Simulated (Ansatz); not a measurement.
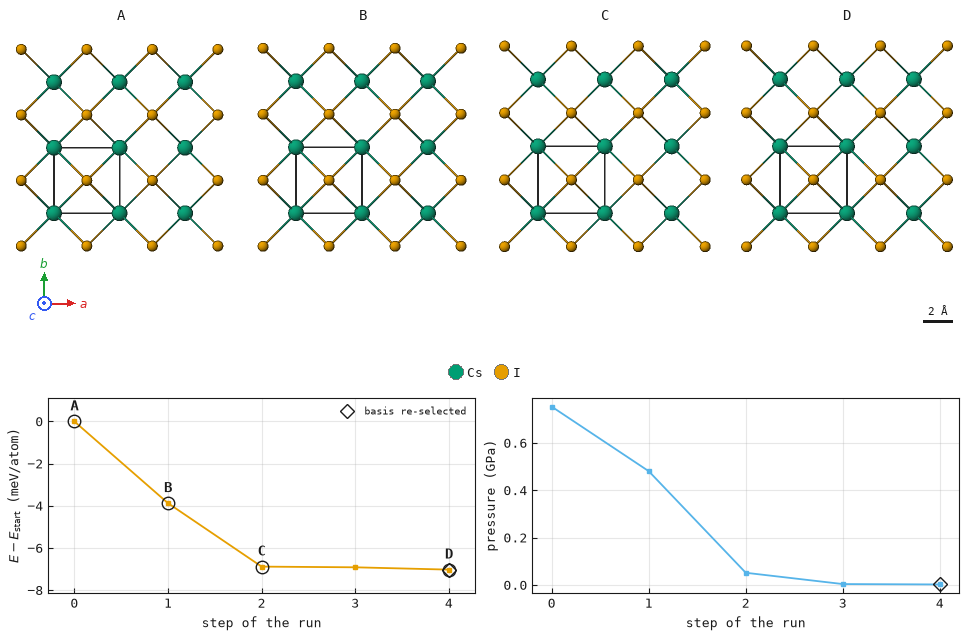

Frames of a relaxation of solid CsI (set up in Pm-3m), marked on the history of the run. The picture is a ball-and-stick view of the cell of the calculation, repeated 2 × 2 × 1 with one cell outlined, seen along the c axis.

Computed with DFT PBE, scalar-relativistic, plane waves, PAW (Ansatz 0.2.0).

Input
```yaml
crystal:
  lattice:
    - [4.5667, 0.0, 0.0]
    - [0.0, 4.5667, 0.0]
    - [0.0, 0.0, 4.5667]
  atoms:
    - { symbol: Cs, position: [0.0, 0.0, 0.0] }
    - { symbol: I, position: [0.5, 0.5, 0.5] }
basis:
  ecutwfc: 420
kpoints:
  mp_grid: { grid: [6, 6, 6] }
hamiltonian:
  xc: pbe
scf:
  occupations: { method: gaussian, width: 0.02 }
output:
  forces: true
  stress: true
  eigenvalues: true
  write_density: true
  write_potential: true
  elf: true
  volumetric_format: npy
relax:
  adjacent_minimum: "off"
  f_tol: 0.005
  max_steps: 80
  cell: { stress_tol: 0.05 }
```

Run as
```bash
ansatz run input.yaml --threads 1 --pin off --max-ram 2560MiB --backend cpu --events-out ev --progress --plain --runs-dir out
```

Question: Describe the path.

Answer: No atom moves by more than 0.005 Å relative to the cell. The drawn cell changes as follows: a = b = c 4.567 → 4.666 Å (+2.2 %); the volume changes by +6.7 %. Near-neighbour distances that change, for instance: Cs1–I2 3.955 → 4.041 Å. The space group stays Pm-3m (No. 221). After 3 accepted moves (4 points after the start) the energy has fallen by 7.0 meV per atom. All forces vanish by symmetry, so only the cell relaxes. Pressure: 0.75 GPa at the start and 0.00 GPa at the end. The SCF was repeated once at an unchanged geometry on a basis and grid sized afresh for the cell, which shifted the energy by 0.1 meV per atom at most. Cost: 9.4 s on 1 thread of Arm Neoverse V2 (shared host), peak memory 0.36 GiB. From step 0 to 1: volume +2.1 %, energy −3.9 meV per atom. From step 1 to 2: volume +3.9 %, energy −3.0 meV per atom. From step 2 to 4: volume +0.5 %, energy −0.1 meV per atom.

```json
{"step": "0", "E − E(0), meV/atom": "0.00", "pressure, GPa": "0.75", "volume, Å³/atom": "47.619", "note": ""}
{"step": "1", "E − E(0), meV/atom": "-3.87", "pressure, GPa": "0.48", "volume, Å³/atom": "48.640", "note": ""}
{"step": "2", "E − E(0), meV/atom": "-6.88", "pressure, GPa": "0.05", "volume, Å³/atom": "50.552", "note": ""}
{"step": "3", "E − E(0), meV/atom": "-6.91", "pressure, GPa": "0.00", "volume, Å³/atom": "50.793", "note": ""}
{"step": "4", "E − E(0), meV/atom": "-7.02", "pressure, GPa": "0.00", "volume, Å³/atom": "50.793", "note": "same geometry, new basis"}
```
